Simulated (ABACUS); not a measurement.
Run report: InP, geometry relaxation (part 2 of 2)

InP (2 atoms in the cell); Kohn-Sham DFT of a periodic cell, OLYP, PseudoDojo NC SR 0.5 PBE standard, no spin polarisation (ABACUS 3.10.1); cutoff 966 eV, 6×6×6 k-mesh, fermi-dirac of 0.05 eV. The structure derives from an entry of the Crystallography Open Database.

Geometry of the input (Å; fractional positions):
```
0.0000  2.9305  2.9305
2.9305  0.0000  2.9305
2.9305  2.9305  0.0000
In 0.0000  0.0000  0.0000
P  0.7500  0.7500  0.7500
```

Log, continued:
```
----------------------------------------------------------
     Energy           Rydberg                 eV
----------------------------------------------------------
 E_KohnSham     -147.3449058737      -2004.7302911555
 E_Harris       -147.3350481510      -2004.5961699577
 E_Fermi        0.5762840074         7.8407461675
----------------------------------------------------------

 PW ALGORITHM --------------- ION=   1  ELEC=   6--------------------------------

 Density error is 1.14778215197e-07
                          Error Threshold = 2.71653065358e-08
----------------------------------------------------------
     Energy           Rydberg                 eV
----------------------------------------------------------
 E_KohnSham     -147.3449171882      -2004.7304450971
 E_Harris       -147.3437651182      -2004.7147703816
 E_Fermi        0.5771111105         7.8519994817
----------------------------------------------------------

 PW ALGORITHM --------------- ION=   1  ELEC=   7--------------------------------

 Density error is 5.88070228607e-09
                          Error Threshold = 6.37656751092e-10
----------------------------------------------------------
     Energy           Rydberg                 eV
----------------------------------------------------------
 E_KohnSham     -147.3449177830      -2004.7304531898
 E_KS(sigma->0) -147.3449177562      -2004.7304528257
 E_Harris       -147.3452670656      -2004.7352054235
 E_band         -3.5730619595        -48.6140019563
 E_one_elec     -49.9294696599       -679.3252854926
 E_Hartree      37.2233246480        506.4493137166
 E_xc           -44.9183685196       -611.1457567301
 E_Ewald        -89.7204041980       -1220.7087239554
 E_entropy(-TS) -0.0000000535        -0.0000007282
 E_descf        0.0000000000         0.0000000000
 E_exx          0.0000000000         0.0000000000
 E_Fermi        0.5772587344         7.8540080084
----------------------------------------------------------

 charge density convergence is achieved
 final etot is -2004.7304532 eV
 EFERMI = 7.8540080084 eV

 STATE ENERGY(eV) AND OCCUPATIONS    NSPIN == 1
[... levels at 4 further k points ...]

------------------------------------------------------------------------------------------
 TOTAL-FORCE (eV/Angstrom)
------------------------------------------------------------------------------------------
                       In1         0.0000000000         0.0000000000         0.0000000000
                        P1         0.0000000000         0.0000000000         0.0000000000
------------------------------------------------------------------------------------------

----------------------------------------------------------------
 TOTAL-STRESS (KBAR)
----------------------------------------------------------------
        43.3545138970         0.0000000000        -0.0000000000
         0.0000000000        43.3545138970        -0.0000000000
         0.0000000000        -0.0000000000        43.3545138970
----------------------------------------------------------------
 TOTAL-PRESSURE: 43.354514 KBAR

 Largest gradient in force is 0.000000 eV/A.
 Threshold is 0.010000 eV/A.

 Largest gradient in stress is 43.354514 kbar.
 Threshold is 1.000000 kbar.

 Relaxation is not converged yet!
CARTESIAN COORDINATES ( UNIT =       1.889726124600 Bohr ).
    atom                   x                   y                   z     mag                  vx                  vy                  vz
tauc_In1            0.0000000000        0.0000000000        0.0000000000  0.0000        0.0000000000        0.0000000000        0.0000000000
tauc_P1            4.5454258758        4.5454258758        4.5454258758  0.0000        0.0000000000        0.0000000000        0.0000000000

                          Volume (Bohr^3) = 375.557604
                             Volume (A^3) = 55.651829

 Lattice vectors: (Cartesian coordinate: in unit of a_0)
            +0.000000           +3.030284           +3.030284
            +3.030284           +0.000000           +3.030284
            +3.030284           +3.030284           +0.000000
 Reciprocal vectors: (Cartesian coordinate: in unit of 2 pi/a_0)
            -0.165001           +0.165001           +0.165001
            +0.165001           -0.165001           +0.165001
            +0.165001           +0.165001           -0.165001

 -------------------------------------------
 STEP OF RELAXATION : 2
 -------------------------------------------

[... set-up of the moved cell ...]

 PW ALGORITHM --------------- ION=   2  ELEC=   1--------------------------------
 Notice: Threshold on eigenvalues was too large.
 hsover_error=0.180000 > DRHO=0.000245
 Origin diag ethr = 0.010000
 New diag ethr = 0.000001

 Density error is 0.000074406244
                          Error Threshold = 0.000001361611
----------------------------------------------------------
     Energy           Rydberg                 eV
----------------------------------------------------------
 E_KohnSham     -147.3474169347      -2004.7644558940
 E_Harris       -147.3555024774      -2004.8744653458
 E_Fermi        0.4711184576         6.4098954567
----------------------------------------------------------

[... 4 further cycles ...]
 PW ALGORITHM --------------- ION=   2  ELEC=   6--------------------------------

 Density error is 0.000000000553
                          Error Threshold = 0.000000000103
----------------------------------------------------------
     Energy           Rydberg                 eV
----------------------------------------------------------
 E_KohnSham     -147.3474477552      -2004.7648752281
 E_KS(sigma->0) -147.3474439019      -2004.7648228018
 E_Harris       -147.3475793336      -2004.7666654442
 E_band         -4.8762318227        -66.3445375575
 E_one_elec     -54.5849387147       -742.6661915010
 E_Hartree      38.8349800355        528.3770101986
 E_xc           -44.8314714204       -609.9634610423
 E_Ewald        -86.7660099490       -1180.5121280308
 E_entropy(-TS) -0.0000077065        -0.0001048526
 E_descf        0.0000000000         0.0000000000
 E_exx          0.0000000000         0.0000000000
 E_Fermi        0.4693643233         6.3860292342
----------------------------------------------------------

 charge density convergence is achieved
 final etot is -2004.76487522809 eV
 EFERMI = 6.38602923421 eV

 STATE ENERGY(eV) AND OCCUPATIONS    NSPIN == 1
[... levels at 4 further k points ...]

------------------------------------------------------------------------------------------
 TOTAL-FORCE (eV/Angstrom)
------------------------------------------------------------------------------------------
                       In1         0.0000000000         0.0000000000         0.0000000000
                        P1         0.0000000000         0.0000000000         0.0000000000
------------------------------------------------------------------------------------------

----------------------------------------------------------------
 TOTAL-STRESS (KBAR)
----------------------------------------------------------------
       -17.3629502262         0.0000000000         0.0000000000
        -0.0000000000       -17.3629502262         0.0000000000
        -0.0000000000         0.0000000000       -17.3629502262
----------------------------------------------------------------
 TOTAL-PRESSURE: -17.362950 KBAR

 Largest gradient in force is 0.000000 eV/A.
 Threshold is 0.010000 eV/A.

 Largest gradient in stress is 17.362950 kbar.
 Threshold is 1.000000 kbar.

 Relaxation is not converged yet!
CARTESIAN COORDINATES ( UNIT =       1.889726124600 Bohr ).
    atom                   x                   y                   z     mag                  vx                  vy                  vz
tauc_In1            0.0000000000        0.0000000000        0.0000000000  0.0000        0.0000000000        0.0000000000        0.0000000000
tauc_P1            4.4951596469        4.4951596469        4.4951596469  0.0000        0.0000000000        0.0000000000        0.0000000000

                          Volume (Bohr^3) = 363.235412
                             Volume (A^3) = 53.825870

 Lattice vectors: (Cartesian coordinate: in unit of a_0)
            +0.000000           +2.996773           +2.996773
            +2.996773           +0.000000           +2.996773
            +2.996773           +2.996773           +0.000000
 Reciprocal vectors: (Cartesian coordinate: in unit of 2 pi/a_0)
            -0.166846           +0.166846           +0.166846
            +0.166846           -0.166846           +0.166846
            +0.166846           +0.166846           -0.166846

 -------------------------------------------
 STEP OF RELAXATION : 3
 -------------------------------------------

[... set-up of the moved cell ...]

 PW ALGORITHM --------------- ION=   3  ELEC=   1--------------------------------
 Notice: Threshold on eigenvalues was too large.
 hsover_error=0.180000 > DRHO=0.000183
 Origin diag ethr = 0.010000
 New diag ethr = 0.000001

 Density error is 0.000123903831
                          Error Threshold = 0.000001018136
----------------------------------------------------------
     Energy           Rydberg                 eV
----------------------------------------------------------
 E_KohnSham     -147.3481404057      -2004.7742992216
 E_Harris       -147.3321736957      -2004.5570609867
 E_Fermi        0.5016110129         6.8247679552
----------------------------------------------------------

[... 4 further cycles ...]
 PW ALGORITHM --------------- ION=   3  ELEC=   6--------------------------------

 Density error is 0.000000001015
                          Error Threshold = 0.000000000156
----------------------------------------------------------
     Energy           Rydberg                 eV
----------------------------------------------------------
 E_KohnSham     -147.3481955640      -2004.7750496886
 E_KS(sigma->0) -147.3481947760      -2004.7750389677
 E_Harris       -147.3481919288      -2004.7750002289
 E_band         -4.4546960907        -60.6092496920
 E_one_elec     -53.0532715331       -721.8267903910
 E_Hartree      38.3007939547        521.1090357076
 E_xc           -44.8594628079       -610.3443034068
 E_Ewald        -87.7362536017       -1193.7129701566
 E_entropy(-TS) -0.0000015759        -0.0000214418
 E_descf        0.0000000000         0.0000000000
 E_exx          0.0000000000         0.0000000000
 E_Fermi        0.5040506851         6.8579613986
----------------------------------------------------------

 charge density convergence is achieved
 final etot is -2004.77504968862 eV
 EFERMI = 6.85796139863 eV

 STATE ENERGY(eV) AND OCCUPATIONS    NSPIN == 1
 1/4 kpoint (Cartesian) = 0.00000 0.00000 0.00000 (3479 pws)
       1      -7.866240       0.009259
       2      -7.866240       0.009259
       3      -7.866240       0.009259
       4      -7.756632       0.009259
       5      -7.756632       0.009259
       6      -4.472469       0.009259
       7       6.513124       0.009250
       8       6.513124       0.009250
       9       6.513124       0.009250
      10       7.146237       0.000029
      11      10.760559       0.000000
      12      10.760559       0.000000
      13      10.760559       0.000000

 2/4 kpoint (Cartesian) = 0.02781 0.02781 0.02781 (3443 pws)
       1      -7.885926       0.074074
       2      -7.857134       0.074074
       3      -7.857134       0.074074
       4      -7.756043       0.074074
       5      -7.756043       0.074074
       6      -4.201604       0.074074
       7       4.463682       0.074074
       8       6.252719       0.074074
       9       6.252719       0.074074
      10       8.287630       0.000000
      11      11.156892       0.000000
      12      11.156892       0.000000
      13      11.182804       0.000000

 3/4 kpoint (Cartesian) = 0.05562 0.05562 0.05562 (3428 pws)
       1      -7.923941       0.074074
       2      -7.842704       0.074074
       3      -7.842704       0.074074
       4      -7.750978       0.074074
       5      -7.750978       0.074074
       6      -3.513739       0.074074
       7       2.305989       0.074074
       8       5.837635       0.074074
       9       5.837635       0.074074
      10       8.256314       0.000000
      11      11.516123       0.000000
      12      11.516123       0.000000
      13      12.953853       0.000000

 4/4 kpoint (Cartesian) = 0.08342 0.08342 0.08342 (3426 pws)
       1      -7.942358       0.037037
       2      -7.837793       0.037037
       3      -7.837793       0.037037
       4      -7.746038       0.037037
       5      -7.746038       0.037037
       6      -3.026540       0.037037
       7       1.293776       0.037037
       8       5.663543       0.037037
       9       5.663543       0.037037
      10       8.123648       0.000000
      11      11.495674       0.000000
      12      11.495674       0.000000
      13      14.027498       0.000000

------------------------------------------------------------------------------------------
 TOTAL-FORCE (eV/Angstrom)
------------------------------------------------------------------------------------------
                       In1         0.0000000000         0.0000000000         0.0000000000
                        P1         0.0000000000         0.0000000000         0.0000000000
------------------------------------------------------------------------------------------

----------------------------------------------------------------
 TOTAL-STRESS (KBAR)
----------------------------------------------------------------
        -0.0274504766        -0.0000000000         0.0000000000
        -0.0000000000        -0.0274504766         0.0000000000
        -0.0000000000         0.0000000000        -0.0274504766
----------------------------------------------------------------
 TOTAL-PRESSURE: -0.027450 KBAR

 Largest gradient in force is 0.000000 eV/A.
 Threshold is 0.010000 eV/A.

 Largest gradient in stress is 0.027450 kbar.
 Threshold is 1.000000 kbar.

 Relaxation is converged!

 --------------------------------------------
 !FINAL_ETOT_IS -2004.7750496886183100 eV
 --------------------------------------------
```

Trajectory as extended XYZ (Å, eV, eV/Å), 3 frames, from step=0 to step=2:
```
2
Lattice="0.0000 2.9305 2.9305 2.9305 0.0000 2.9305 2.9305 2.9305 0.0000" Properties=species:S:1:pos:R:3:forces:R:3 step=0 energy=-2004.73045 pressure_GPa=4.34
In    0.0000    0.0000    0.0000    0.0000   0.0000   0.0000
P     4.3957    4.3957    4.3957    0.0000   0.0000   0.0000
2
Lattice="0.0000 3.0303 3.0303 3.0303 0.0000 3.0303 3.0303 3.0303 0.0000" Properties=species:S:1:pos:R:3:forces:R:3 step=1 energy=-2004.76488 pressure_GPa=-1.74
In    0.0000    0.0000    0.0000    0.0000   0.0000   0.0000
P     4.5454    4.5454    4.5454    0.0000   0.0000   0.0000
2
Lattice="0.0000 2.9968 2.9968 2.9968 0.0000 2.9968 2.9968 2.9968 0.0000" Properties=species:S:1:pos:R:3:forces:R:3 step=2 energy=-2004.77505 pressure_GPa=-0.00
In    0.0000    0.0000    0.0000    0.0000   0.0000   0.0000
P     4.4952    4.4952    4.4952    0.0000   0.0000   0.0000
```

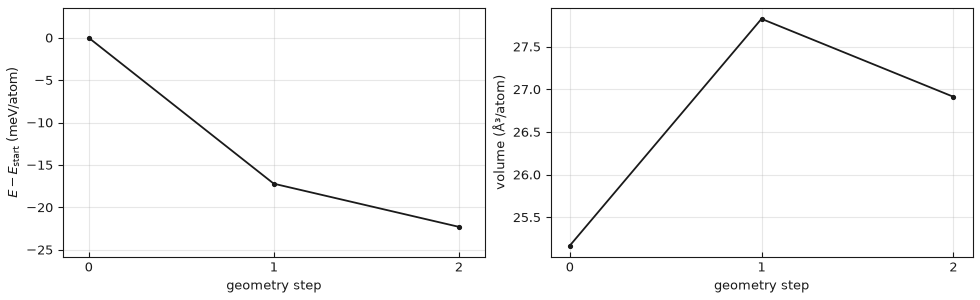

*Progress of the relaxation, step by step (steps are counted from 0).*

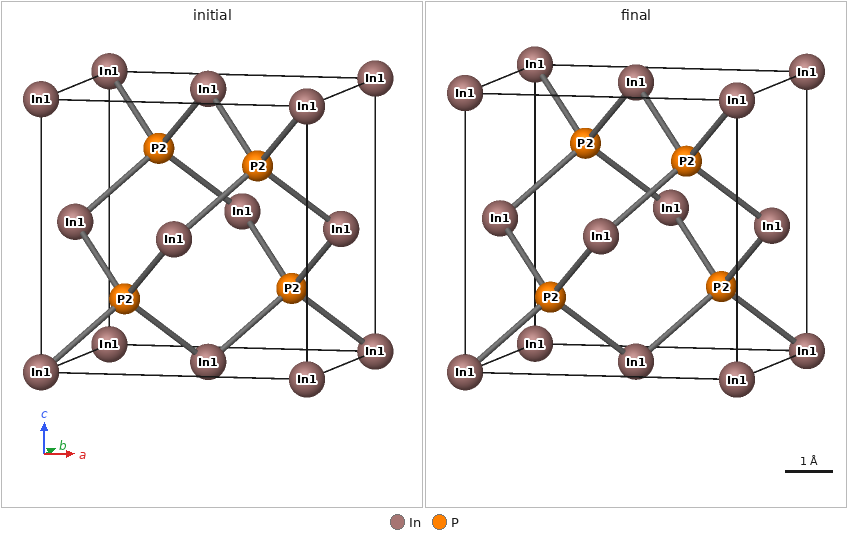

*Before (left) and after (right) the relaxation, at one scale (ball-and-stick view of the cell 4 times as large as that of the calculation, set on its symmetry axes, seen slightly off an axis).*

No atom moves by more than 0.005 Å relative to the cell. The volume changes by +6.9 %, with a = b = c 5.861 → 5.994 Å (+2.3 %). Among the contacts that change: In1–P2 2.538 → 2.595 Å. The space group stays F-43m (No. 216). The energy falls by 22.3 meV per atom in 2 geometry steps. All forces vanish by symmetry, so only the cell relaxes. The pressure goes from 4.34 to 0.00 GPa. (Atoms are counted from 1 in the order of the input.)

Results in brief:

```json
{"quantity": "outcome", "value": "converged"}
{"quantity": "space group (tolerance 0.01 Å)", "value": "F-43m (216)"}
{"quantity": "electrons treated", "value": "18"}
{"quantity": "free energy", "value": "−2004.7750 eV"}
{"quantity": "Fermi energy", "value": "6.858 eV"}
{"quantity": "gap on the k-point mesh", "value": "0.63 eV"}
{"quantity": "pressure", "value": "0.00 GPa"}
{"quantity": "final volume", "value": "53.83 Å³"}
{"quantity": "largest force (length of the vector) at the end", "value": "under 0.001 eV/Å"}
{"quantity": "final cell", "value": "a = 4.238 Å, b = 4.238 Å, c = 4.238 Å, α = 60.00°, β = 60.00°, γ = 60.00°"}
{"quantity": "wall time", "value": "11 s (CPU time 45 s)"}
{"quantity": "peak memory", "value": "0.36 GiB"}
```
